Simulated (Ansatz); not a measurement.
## C24H: geometry relaxation (part 3 of 3)

C24H (slab, 25 atoms in the cell); DFT PBE+D3(BJ), scalar-relativistic, plane waves, PAW, no spin polarisation (Ansatz 0.2.0); cutoff 420 eV, 6×6×1 k-mesh, Gaussian smearing of 0.1 eV. The structure derives from a Materials Project entry. The input holds or restrains some coordinates. Forces given for the steps count only the free coordinates.

**Output, continued**
```
  k-point 6: bands = ["-17.4287", "-17.4088", "-17.2500", "-17.1964", "-17.1915", "-17.1487", "-17.0671", "-17.0640", "-17.0535", "-12.5472", "-12.2613", "-12.1823", "-12.1725", "-12.1411", "-12.1034", "-10.1704", "-10.1421", "-10.1087", "-8.4200", "-7.6016", "-7.3482", "-7.3471", "-7.3465", "-7.3050", "-7.3047", "-7.3047", "-7.1957", "-6.6480", "-6.2877", "-6.0164", "-5.9991", "-5.9948", "-5.9876", "-5.9857", "-5.9573", "-5.9572", "-5.9568", "-5.5210", "-5.4281", "-5.3190", "-4.9527", "-4.8437", "-4.4607", "-4.2757", "-4.2409", "-1.6326", "-0.0952", "0.3666", "0.3989", "0.4481", "0.8877", "2.9896", "5.6998", "5.7199", "5.7590", "6.3996", "6.5337", "6.6646", "6.6819", "6.6836", "6.6988", "6.7247", "6.7325", "6.9249", "6.9326", "6.9478", "7.0385", "7.0605", "7.0610", "7.9009", "7.9305", "7.9377", "8.1250", "8.1409"]
--- Relaxed structure (8 steps of the walk, 8 accepted, 0 SCFs on fresh bases) ---
  F+E_penalty+E_count = -6039.84054055 eV   max|allowed force component| = 1.130e-2 eV/Å
  atoms:
    - { symbol: C, position: [2.9605947322906685e-17, -3.848773152090961e-17, 0.3301718026] }
    - { symbol: C, position: [5.551115123125783e-17, 0.49999999999999994, 0.3301718026] }
    - { symbol: C, position: [0.5, -3.84877315209096e-17, 0.3301718026] }
    - { symbol: C, position: [0.5, 0.49999999999999994, 0.3301718026] }
    - { symbol: C, position: [0.1666666666666667, 0.33333333333333326, 0.3301718026] }
    - { symbol: C, position: [0.16666666666666677, 0.8333333333333335, 0.3301718026] }
    - { symbol: C, position: [0.6666666666666667, 0.33333333333333326, 0.3301718026] }
    - { symbol: C, position: [0.6666666666666667, 0.8333333333333334, 0.3301718026] }
    - { symbol: C, position: [4.781070719105375e-5, 2.390535359547358e-5, 0.4608452945318282] }
    - { symbol: C, position: [5.551115123125783e-17, 0.49999999999999994, 0.4608533353397879] }
    - { symbol: C, position: [0.49997609464640447, 2.390535359547357e-5, 0.4608452945318282] }
    - { symbol: C, position: [0.49997609464640447, 0.4999521892928089, 0.4608452945318282] }
    - { symbol: C, position: [0.3333333333333335, 0.16666666666666666, 0.46075333761363807] }
    - { symbol: C, position: [0.3332994024787367, 0.6666497012393682, 0.4608387123006923] }
    - { symbol: C, position: [0.8333502987606318, 0.16670059752126334, 0.4608387123006923] }
    - { symbol: C, position: [0.8333502987606316, 0.6666497012393683, 0.4608387123006923] }
    - { symbol: C, position: [0.006372990095396679, 0.0031864950476982864, 0.5898229119621059] }
    - { symbol: C, position: [5.551115123125783e-17, 0.49999999999999994, 0.591813184132483] }
    - { symbol: C, position: [0.49681350495230164, 0.003186495047698286, 0.5898229119621059] }
    - { symbol: C, position: [0.4968135049523017, 0.4936270099046033, 0.5898229119621059] }
    - { symbol: C, position: [0.1676628922563961, 0.33233710774360387, 0.5897263167823972] }
    - { symbol: C, position: [0.16766289225639616, 0.8353257845127923, 0.5897263167823972] }
    - { symbol: C, position: [0.6646742154872078, 0.33233710774360387, 0.5897263167823972] }
    - { symbol: C, position: [0.6666666666666667, 0.8333333333333334, 0.602060418600743] }
    - { symbol: H, position: [0.6666666666666667, 0.8333333333333334, 0.6460205854805436] }
```

**Trajectory as extended XYZ (Å, eV, eV/Å), 4 of the 8 frames kept, from step=1 to step=8**
```
25
Lattice="4.9299 0.0000 0.0000 -2.4650 4.2695 0.0000 0.0000 0.0000 25.7442" Properties=species:S:1:pos:R:3:forces:R:3 step=1 energy=-6038.98737
C     0.0000    0.0000    8.5000    0.0007   0.0004   0.0132
C    -1.2325    2.1347    8.5000    0.0000   0.0000   0.0132
C     2.4650    0.0000    8.5000   -0.0007   0.0004   0.0132
C     1.2325    2.1347    8.5000    0.0000  -0.0008   0.0132
C     0.0000    1.4232    8.5000    0.0004  -0.0002  -0.0107
C    -1.2325    3.5579    8.5000    0.0000   0.0004  -0.0107
C     2.4650    1.4232    8.5000   -0.0004  -0.0002  -0.0107
C     1.2325    3.5579    8.5000    0.0000   0.0000  -0.0096
C     0.0000    0.0000   11.8721    0.0122   0.0070   0.0001
C    -1.2325    2.1347   11.8721    0.0000   0.0000  -0.0026
C     2.4650    0.0000   11.8721   -0.0122   0.0070   0.0001
C     1.2325    2.1347   11.8721    0.0000  -0.0141   0.0001
C     1.2325    0.7116   11.8721    0.0000   0.0000   0.0066
C     0.0000    2.8463   11.8721   -0.0097  -0.0056   0.0102
C     3.6975    0.7116   11.8721    0.0000   0.0113   0.0102
C     2.4650    2.8463   11.8721    0.0097  -0.0056   0.0102
C     0.0000    0.0000   15.2442    2.5444   1.4690  -1.1751
C    -1.2325    2.1347   15.2442    0.0000   0.0000  -0.0618
C     2.4650    0.0000   15.2442   -2.5444   1.4690  -1.1751
C     1.2325    2.1347   15.2442    0.0000  -2.9380  -1.1751
C     0.0000    1.4232   15.2442    0.3788  -0.2187   0.0065
C    -1.2325    3.5579   15.2442    0.0000   0.4374   0.0065
C     2.4650    1.4232   15.2442   -0.3788  -0.2187   0.0065
C     1.2325    3.5579   15.2442    0.0000   0.0000   1.1655
H     1.2325    3.5579   16.3242    0.0000   0.0000   2.3607
25
Lattice="4.9299 0.0000 0.0000 -2.4650 4.2695 0.0000 0.0000 0.0000 25.7442" Properties=species:S:1:pos:R:3:forces:R:3 step=3 energy=-6039.79277
C     0.0000    0.0000    8.5000    0.0023   0.0013   0.0101
C    -1.2325    2.1347    8.5000    0.0000   0.0000   0.0095
C     2.4650    0.0000    8.5000   -0.0023   0.0013   0.0101
C     1.2325    2.1347    8.5000    0.0000  -0.0026   0.0101
C     0.0000    1.4232    8.5000    0.0006  -0.0003  -0.0068
C    -1.2325    3.5579    8.5000    0.0000   0.0006  -0.0068
C     2.4650    1.4232    8.5000   -0.0006  -0.0003  -0.0068
C     1.2325    3.5579    8.5000    0.0000   0.0000  -0.0049
C     0.0003    0.0002   11.8968   -0.0067  -0.0038  -0.0344
C    -1.2325    2.1347   11.8966    0.0000   0.0000  -0.0234
C     2.4647    0.0002   11.8968    0.0067  -0.0038  -0.0344
C     1.2325    2.1344   11.8968    0.0000   0.0077  -0.0344
C     1.2325    0.7116   11.8913    0.0000   0.0000   0.0014
C    -0.0002    2.8462   11.8953    0.0036   0.0021  -0.0107
C     3.6975    0.7118   11.8953    0.0000  -0.0041  -0.0107
C     2.4652    2.8462   11.8953   -0.0036   0.0021  -0.0107
C     0.0319    0.0184   15.1052   -0.7817  -0.4513   0.4553
C    -1.2325    2.1347   15.1787    0.0000   0.0000  -0.0402
C     2.4331    0.0184   15.1052    0.7817  -0.4513   0.4553
C     1.2325    2.0979   15.1052    0.0000   0.9026   0.4553
C     0.0084    1.4183   15.1131   -0.0988   0.0570  -0.0811
C    -1.2325    3.5676   15.1131    0.0000  -0.1140  -0.0811
C     2.4565    1.4183   15.1131    0.0988   0.0570  -0.0811
C     1.2325    3.5579   15.4750    0.0000   0.0000  -0.6916
H     1.2325    3.5579   16.6087    0.0000   0.0000  -0.2503
25
Lattice="4.9299 0.0000 0.0000 -2.4650 4.2695 0.0000 0.0000 0.0000 25.7442" Properties=species:S:1:pos:R:3:forces:R:3 step=6 energy=-6039.83924
C     0.0000    0.0000    8.5000    0.0010   0.0006   0.0060
C    -1.2325    2.1347    8.5000    0.0000   0.0000   0.0055
C     2.4650    0.0000    8.5000   -0.0010   0.0006   0.0060
C     1.2325    2.1347    8.5000    0.0000  -0.0011   0.0060
C     0.0000    1.4232    8.5000    0.0002  -0.0001  -0.0171
C    -1.2325    3.5579    8.5000    0.0000   0.0002  -0.0171
C     2.4650    1.4232    8.5000   -0.0002  -0.0001  -0.0171
C     1.2325    3.5579    8.5000    0.0000   0.0000  -0.0155
C     0.0001    0.0001   11.8431    0.0034   0.0020   0.0110
C    -1.2325    2.1347   11.8439    0.0000   0.0000   0.0041
C     2.4648    0.0001   11.8431   -0.0034   0.0020   0.0110
C     1.2325    2.1346   11.8431    0.0000  -0.0040   0.0110
C     1.2325    0.7116   11.8411    0.0000   0.0000   0.0087
C    -0.0001    2.8463   11.8432   -0.0030  -0.0017   0.0106
C     3.6975    0.7117   11.8432    0.0000   0.0035   0.0106
C     2.4651    2.8463   11.8432    0.0030  -0.0017   0.0106
C     0.0231    0.0134   15.1879    0.0453   0.0261  -0.0197
C    -1.2325    2.1347   15.2396    0.0000   0.0000  -0.0086
C     2.4418    0.0134   15.1879   -0.0453   0.0261  -0.0197
C     1.2325    2.1080   15.1879    0.0000  -0.0523  -0.0197
C     0.0068    1.4192   15.1858    0.0392  -0.0226  -0.0084
C    -1.2325    3.5658   15.1858    0.0000   0.0453  -0.0084
C     2.4581    1.4192   15.1858   -0.0392  -0.0226  -0.0084
C     1.2325    3.5579   15.4989    0.0000   0.0000   0.0837
H     1.2325    3.5579   16.6319    0.0000   0.0000  -0.0238
25
Lattice="4.9299 0.0000 0.0000 -2.4650 4.2695 0.0000 0.0000 0.0000 25.7442" Properties=species:S:1:pos:R:3:forces:R:3 step=8 energy=-6039.84054
C     0.0000    0.0000    8.5000    0.0010   0.0006   0.0085
C    -1.2325    2.1347    8.5000    0.0000   0.0000   0.0080
C     2.4650    0.0000    8.5000   -0.0010   0.0006   0.0085
C     1.2325    2.1347    8.5000    0.0000  -0.0011   0.0085
C     0.0000    1.4232    8.5000    0.0001  -0.0001  -0.0129
C    -1.2325    3.5579    8.5000    0.0000   0.0002  -0.0129
C     2.4650    1.4232    8.5000   -0.0001  -0.0001  -0.0129
C     1.2325    3.5579    8.5000    0.0000   0.0000  -0.0113
C     0.0002    0.0001   11.8641   -0.0003  -0.0002   0.0024
C    -1.2325    2.1347   11.8643    0.0000   0.0000   0.0035
C     2.4648    0.0001   11.8641    0.0003  -0.0002   0.0024
C     1.2325    2.1345   11.8641    0.0000   0.0003   0.0024
C     1.2325    0.7116   11.8617    0.0000   0.0000   0.0019
C    -0.0001    2.8462   11.8639    0.0002   0.0001   0.0027
C     3.6975    0.7117   11.8639    0.0000  -0.0003   0.0027
C     2.4651    2.8462   11.8639   -0.0002   0.0001   0.0027
C     0.0236    0.0136   15.1845    0.0031   0.0018  -0.0010
C    -1.2325    2.1347   15.2357    0.0000   0.0000  -0.0014
C     2.4414    0.0136   15.1845   -0.0031   0.0018  -0.0010
C     1.2325    2.1075   15.1845    0.0000  -0.0036  -0.0010
C     0.0074    1.4189   15.1820   -0.0020   0.0011  -0.0008
C    -1.2325    3.5664   15.1820    0.0000  -0.0023  -0.0008
C     2.4576    1.4189   15.1820    0.0020   0.0011  -0.0008
C     1.2325    3.5579   15.4995    0.0000   0.0000   0.0113
H     1.2325    3.5579   16.6313    0.0000   0.0000  -0.0087
```

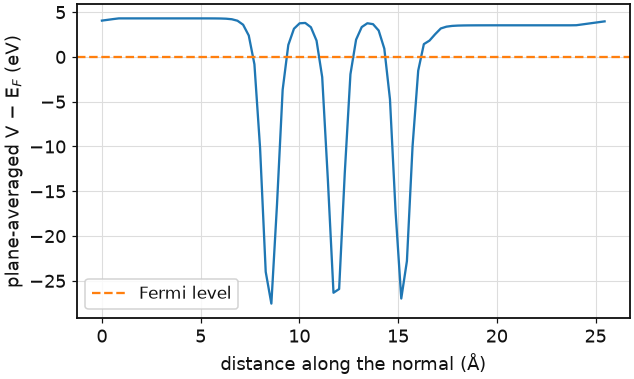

Figure 1. Plane average of the electrostatic potential energy of an electron across the cell, from the Fermi level. The vacuum level lies 3.52 eV above the Fermi level on the upper side and 4.29 eV on the lower.

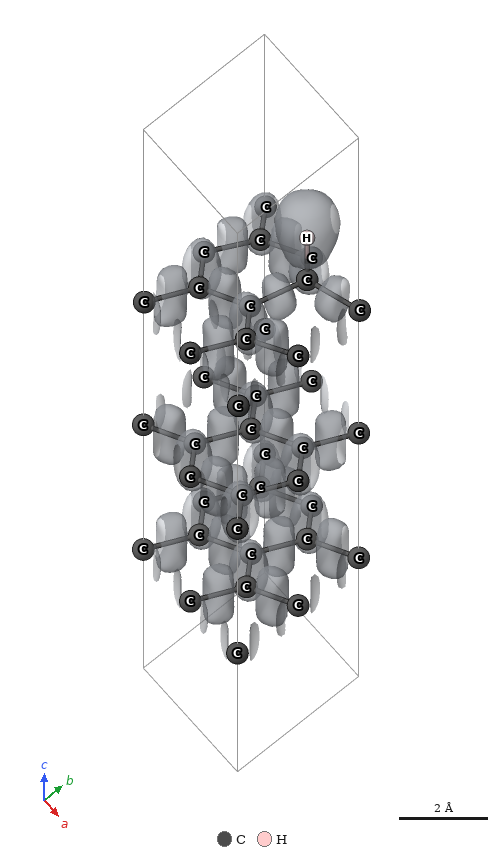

Figure 2. Isosurface of the ELF at 0.75 (grey), seen at an oblique angle. Core shells and regions of very low density are left out. Sticks mark near contacts. Along the contacts the grid gives the following. C–C (1.41 Å): the ELF peaks at about 0.95 between the atoms (a covalent bond). The fields are those of the smooth PAW valence density.

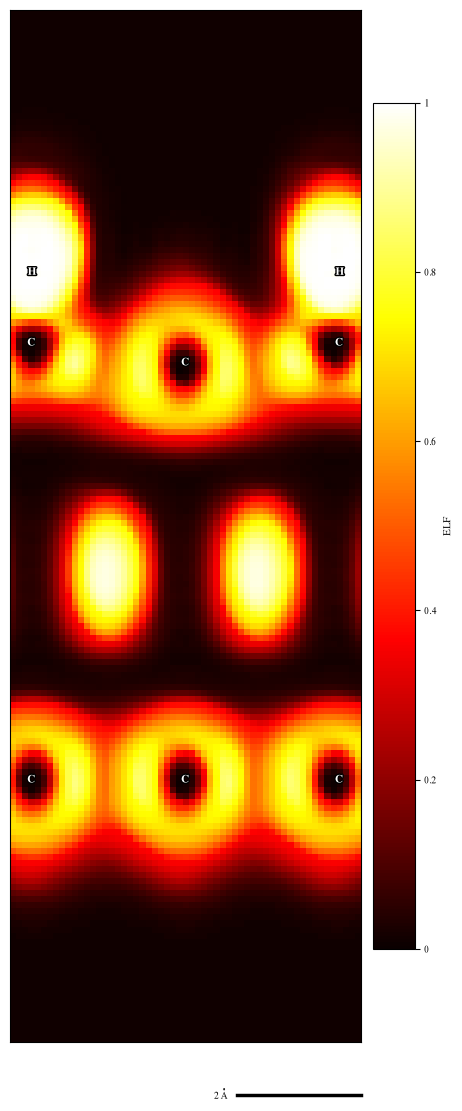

Figure 3. ELF on the (100) plane of the calculation cell, a cut from vacuum to vacuum.

**Summary**

```csv
quantity,value
outcome,converged under the restraints of the input
electrons treated,97
free energy,−6039.8405 eV
"work function, top face",3.52 eV
"work function, bottom face",4.29 eV
Fermi energy,0.435 eV
gap on the k-point mesh,none (metallic)
final volume,541.87 Å³
work function (upper face),3.52 eV
"largest force (length of the vector) at the end, held atoms and coordinates included",0.013 eV/Å
wall time,92 s (CPU time 3 min)
peak memory,0.99 GiB
```

**Notes**

The program warns: the exchange-correlation potential is rough where the density is thin.
